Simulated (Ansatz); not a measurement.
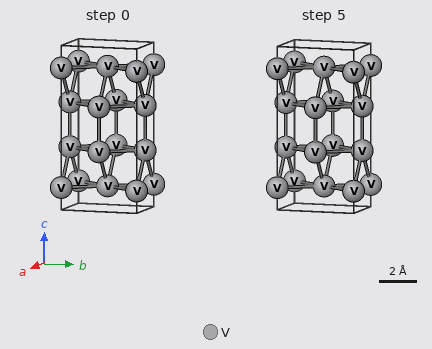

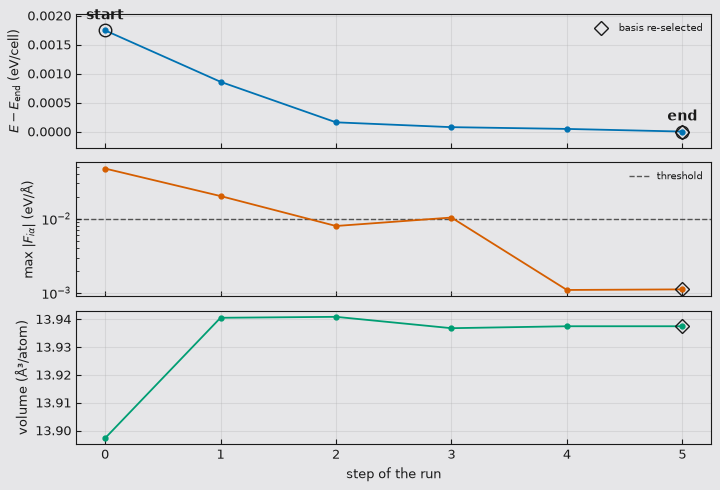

First and last geometry of a relaxation of a crystal of V (built on the black phosphorus_64 type), with the history of the run. A ball-and-stick model of the conventional cell (4 times the calculation's cell), seen slightly off an axis. Lengths and directions refer to the drawn axes.

Case: black phosphorus type (Cmce, No. 64).

Computed with DFT PBE, scalar-relativistic, plane waves, PAW (Ansatz 0.2.0).

Input
```yaml
crystal:
  lattice:
    - [0.0, 2.1553040368, 4.4897241843]
    - [1.4361491171, 0.0, 4.4897241843]
    - [1.4361491171, 2.1553040368, 0.0]
  atoms:
    - { symbol: V, position: [0.8637504623, 0.8637504623, 0.1362495377] }
    - { symbol: V, position: [0.1362495377, 0.1362495377, 0.8637504623] }
basis:
  ecutwfc: 420
kpoints:
  mp_grid: { grid: [24, 24, 24] }
hamiltonian:
  xc: pbe
scf:
  occupations: { method: gaussian, width: 0.1 }
output:
  forces: true
  stress: true
  eigenvalues: true
relax:
  adjacent_minimum: "off"
  f_tol: 0.01
  max_steps: 80
  cell: { stress_tol: 0.05 }
```

Read the history and describe the run.

Answer. It converged. After 4 accepted moves (5 points after the start) the energy has fallen by 1.7 meV per cell of the calculation. The largest force component goes from 0.048 to 0.0011 eV/Å. Pressure: 0.55 GPa at the start and 0.02 GPa at the end. The SCF was repeated once at an unchanged geometry on a basis and grid sized afresh for the cell, which shifted the energy by less than 0.05 meV per cell of the calculation at most. No atom moves by more than 0.005 Å relative to the cell. Cell: a 2.872 → 2.862 Å (−0.3 %), b 4.311 → 4.364 Å (+1.2 %), c 8.979 → 8.925 Å (−0.6 %). Volume +0.3 %. Among the contacts that change: V1–V1 2.590 → 2.610 Å, V1–V2 2.447 → 2.428 Å, V1–V2 (another image) 2.970 → 2.983 Å, V1–V1 (another image) 2.872 → 2.862 Å. The space group stays Fmmm (No. 69).
